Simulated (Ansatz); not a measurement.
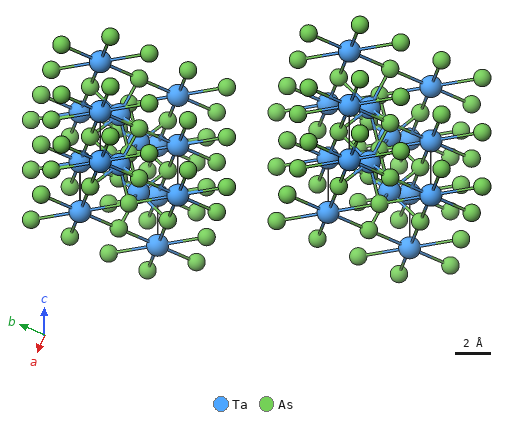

Two geometries of solid TaAs (a generated structure, set up in P6/mmm) (coarse preliminary run), drawn at one scale. One is the start of a relaxation, the other its converged end. Style: ball-and-stick. Shown: the cell of the calculation, repeated 1 × 1 × 2 with one cell outlined, from a free direction.

All numbers below come from Ansatz 0.2.0, DFT PBE, scalar-relativistic, plane waves, PAW. Set-up: plane-wave cutoff 420 eV; k-point mesh 6 × 6 × 6; occupations gaussian; smearing width 0.1 eV; no spin polarisation; cell and atoms relaxed; force threshold 0.05 eV/Å; at most 60 steps.

Which one is relaxed?

Answer. The right one is the relaxed one. Case: N → As on all its sites, cell and atoms relaxed. The atoms keep their places relative to the cell (all moves are under 0.005 Å). The drawn cell changes as follows: a = b 5.947 → 6.246 Å (+5.0 %), c 3.301 → 3.595 Å (+8.9 %); the volume changes by +20.1 %. Near-neighbour distances that change, for instance: Ta–Ta 3.301 → 3.595 Å, As–Ta 2.382 → 2.546 Å, As–Ta 2.974 → 3.123 Å. Bond angles that change, for instance: As–Ta–As 87.7° → 89.8°, Ta–As–Ta 92.3° → 90.2°, Ta–As–Ta 87.7° → 89.8°. The space group stays P6/mmm (No. 191). The energy falls by 357 meV per atom in 3 accepted moves (4 points after the start). All forces vanish by symmetry, so only the cell relaxes. The pressure goes from 37.44 to −0.02 GPa. The SCF was repeated once at an unchanged geometry on a basis and grid sized afresh for the cell, which shifted the energy by 1.9 meV per atom at most.
